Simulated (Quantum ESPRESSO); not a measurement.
# Ag: 7 runs along one coordinate

System: Ag (Fm-3m, 1 atom in the cell).
Method: Kohn-Sham DFT of a periodic cell, WC, spin-orbit coupling, PseudoDojo 0.4 FR PBE stringent (Quantum ESPRESSO 7.5).

The 7 runs differ only in the geometry, by an even scaling of the cell at fixed fractional positions. The structure derives from an entry of the Crystallography Open Database.

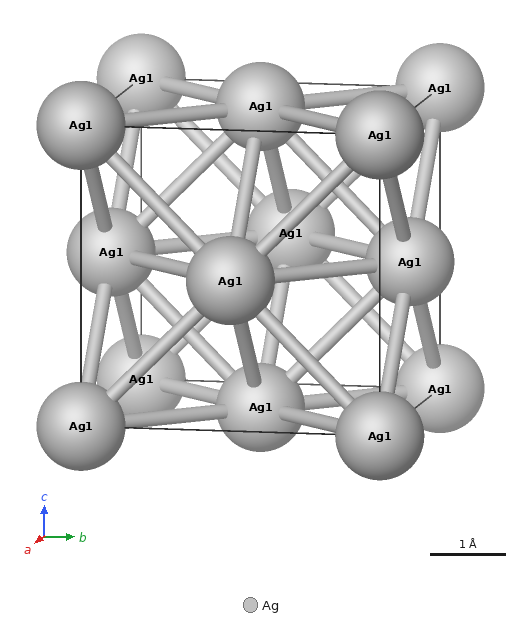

Figure 1. The structure of run 4 (ball-and-stick view of the cell 4 times as large as that of the calculation, set on its symmetry axes, seen slightly off an axis; atoms are numbered from 1 in the order of the input). An atom can appear more than once, as a periodic image.

### Input of run 4
```
&CONTROL
  calculation = 'scf'
  prefix = 'pwscf'
  outdir = './tmp'
  pseudo_dir = './pseudo'
  tprnfor = .true.
  tstress = .true.
  disk_io = 'nowf'
/
&SYSTEM
  ibrav = 0
  nat = 1
  ntyp = 1
  ecutwfc = 82
  nbnd = 38
  input_dft = 'wc'
  occupations = 'smearing'
  smearing = 'fd'
  degauss = 0.00734986
  noncolin = .true.
  lspinorb = .true.
  starting_magnetization(1) = 0.0263
  angle1(1) = 90
  angle2(1) = 45
/
&ELECTRONS
  conv_thr = 2d-10
  electron_maxstep = 120
  mixing_beta = 0.3
/
ATOMIC_SPECIES
Ag   107.8682 Ag.upf
CELL_PARAMETERS angstrom
   0.0000000000    2.0427500000    2.0427500000
   2.0427500000    0.0000000000    2.0427500000
   2.0427500000    2.0427500000    0.0000000000
ATOMIC_POSITIONS crystal
Ag     0.0000000000    0.0000000000    0.0000000000
K_POINTS automatic
4 4 4 0 0 0
```

Command:
```bash
OMP_NUM_THREADS=1 pw.x -in pw.in > pw.out
```

Lattice vectors (Å) and fractional positions of run 4:
```
   0.000000    2.042750    2.042750
   2.042750    0.000000    2.042750
   2.042750    2.042750    0.000000
Ag  0.000000  0.000000  0.000000
```

Run 5 differs from it as follows:
```diff
-   0.0000000000    2.0427500000    2.0427500000
-   2.0427500000    0.0000000000    2.0427500000
-   2.0427500000    2.0427500000    0.0000000000
+   0.0000000000    2.0562785400    2.0562785400
+   2.0562785400    0.0000000000    2.0562785400
+   2.0562785400    2.0562785400    0.0000000000
```

### Results, with one run withheld

| run | volume per atom (Å³) | free energy per atom, from the lowest run given (meV) | pressure (GPa) |
| --- | --- | --- | --- |
| 1 | 16.025 | 21.00 | 7.64 |
| 2 | 16.366 | 8.00 | 4.40 |
| 3 | 16.707 | 1.26 | 1.57 |
| 4 | 17.048 | 0.00 | −0.86 |
| 5 | 17.389 | ? | ? |
| 6 | 17.730 | 12.04 | −4.92 |
| 7 | 18.071 | 23.85 | −6.55 |

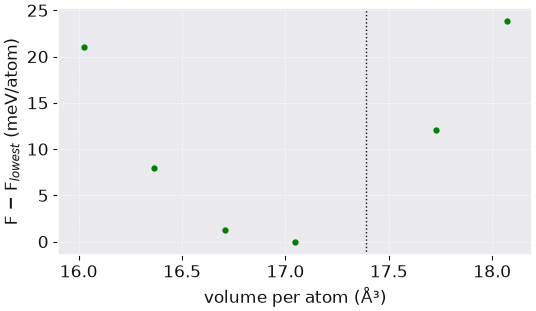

Figure 2. Free energy per atom of the runs given; the dotted line marks run 5.

Fit the runs given and predict run 5.

A cubic polynomial in V^(−2/3) (the Birch–Murnaghan form), fitted to the 6 runs given, misses them by at most 0.09 meV per atom. With x = V^(−2/3) − 0.15145 Å⁻², it reads F = −0.10922 − 112.37 x + 6.1558e+05 x² + 2.6288e+06 x³ (meV per atom). At run 5 it gives 3.86 meV per atom, and the run itself gives 3.90. The slope of the fit gives a pressure −dF/dV of −2.83 GPa there, and the run prints −3.03 GPa. The two needn't agree exactly: the fit is approximate, and the printed stress is taken on a finite basis. The fit has its minimum at 16.951 Å³ per atom, where V d²F/dV² gives 119 GPa: the bulk modulus at this level, since symmetry fixes the shape and the positions.

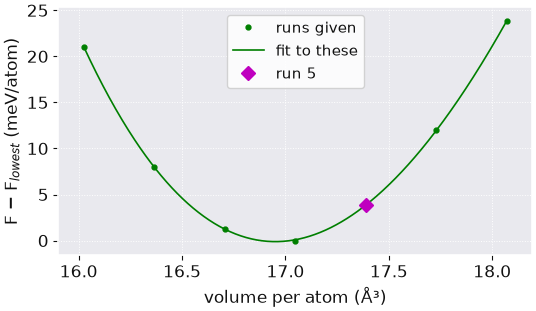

Figure 3. The fit and the withheld run.

### Some lines of the output (run 5)
```
[...]
     number of k points=    18  Fermi-Dirac smearing, width (Ry)=  0.0073
     total energy              =    -309.84323384 Ry
     total energy              =    -309.85417860 Ry
     total energy              =    -309.85481399 Ry
     total energy              =    -309.85497612 Ry
     total energy              =    -309.85494559 Ry
     total energy              =    -309.85495287 Ry
     total energy              =    -309.85495278 Ry
     total energy              =    -309.85495312 Ry
     the Fermi energy is    17.4555 ev
!    total energy              =    -309.85495312 Ry
     The total energy is F=E-TS. E is the sum of the following terms:
     Computing stress (Cartesian axis) and pressure
          total   stress  (Ry/bohr**3)                   (kbar)     P=      -30.27
```

Notes: Further notes kept with the run: potentials made for another functional. Points of doubt noted for this run: coarse mesh; potentials made for another functional. The k-point mesh is coarse for a cell of this size, so the results may not be converged.
